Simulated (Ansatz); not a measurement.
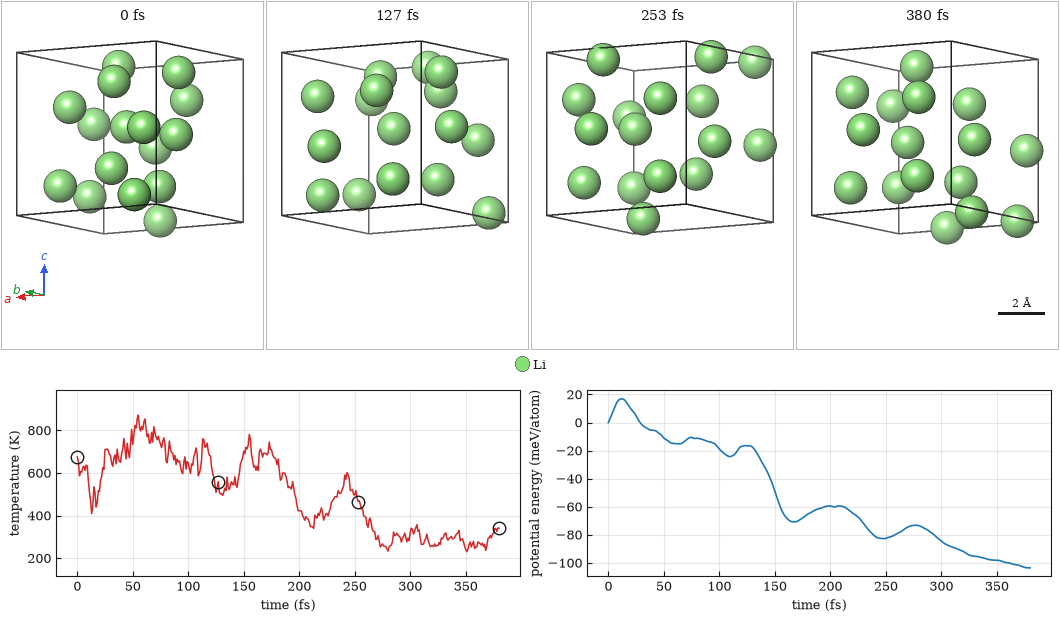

First-principles dynamics of a 16-atom cell of Li, 380 fs long. It starts from the last geometry of an earlier run, with fresh velocities. Frames and the history of the run. Style: spheres-only. Shown: the simulation cell, from a free direction. Atoms that leave the cell re-enter on the other side.

Computed with DFT LDA, scalar-relativistic, plane waves, PAW (Ansatz). Run with plane-wave cutoff 420 eV; k-point mesh 3 × 3 × 3; Fermi-Dirac smearing 0.1 eV; volume 1.1 times that of the relaxed crystal; Langevin thermostat (NVT); set temperature 720 K, then to 300 K over 285 steps, then to 300 K over 95 steps; time step 1 fs; friction 0.02 per fs.

Input
```yaml
crystal:
  lattice:
    - [7.205315, 0.0, 0.0]
    - [0.0, 7.205315, 0.0]
    - [0.0, 0.0, 7.205315]
  atoms:
    - { symbol: Li, position: [0.19042871, -0.06555465, 0.07461028] }
    - { symbol: Li, position: [0.57371704, 0.02346431, 0.04271603] }
    - { symbol: Li, position: [0.1265892, 0.52827271, -0.1349801] }
    - { symbol: Li, position: [0.14371717, -0.09909249, 0.48780866] }
    - { symbol: Li, position: [0.34027939, 0.40598954, 0.19387227] }
    - { symbol: Li, position: [0.58403446, 0.48438944, -0.06180664] }
    - { symbol: Li, position: [0.56576285, 0.09171873, 0.48242314] }
    - { symbol: Li, position: [0.91880564, 0.27975567, 0.18628061] }
    - { symbol: Li, position: [0.1309953, 0.54836072, 0.48226603] }
    - { symbol: Li, position: [0.50965313, 0.68572818, 0.28638692] }
    - { symbol: Li, position: [0.28637113, 0.1804242, 0.744828] }
    - { symbol: Li, position: [0.52840341, 0.48011197, 0.56437528] }
    - { symbol: Li, position: [0.90279332, 0.6448354, 0.2098874] }
    - { symbol: Li, position: [0.88640067, 0.2832168, 0.62731018] }
    - { symbol: Li, position: [0.41888213, 0.80201646, 0.79971395] }
    - { symbol: Li, position: [0.79714298, 0.70580062, 0.67851344] }
basis:
  ecutwfc: 420.0
kpoints:
  mp_grid: { grid: [3, 3, 3] }
hamiltonian:
  xc: lda
scf:
  occupations: { method: fermi_dirac, width: 0.1 }
  lower_state_search: "off"
md:
  timestep: 1
  n_steps: 380
  ensemble: nvt_langevin
  temperature: 720.0
  initial_velocities: maxwell_boltzmann
  seed: 557734
  friction: 0.02
  temperature_schedule:
    - { n_steps: 285, end_temperature: 300.0 }
    - { n_steps: 95, end_temperature: 300.0 }
```

Run as
```bash
ansatz run input.yaml --threads 2 --pin off --max-ram 5120MiB --backend cpu --events-out ev --progress --plain --runs-dir out
```

Q: What happens in this trajectory?

A: In the second half of the run the atoms are, in the root-mean-square, this far from where they began (common drift taken out): Li 0.95 Å. Against the typical shortest distance between atoms in the first frame, about 2.6 Å these are large excursions, but over 380 fs one can't yet tell strong vibration from the start of diffusion. Under the programmed temperature the kinetic temperature goes from 621 K (first eighth) to 285 K (last eighth), with a peak of 872 K. The potential energy in the second half lies on average 82.4 meV per atom below the first frame.

Cost: 34 min on 2 threads of Arm Neoverse V1, on a shared host, peak memory 0.74 GiB.
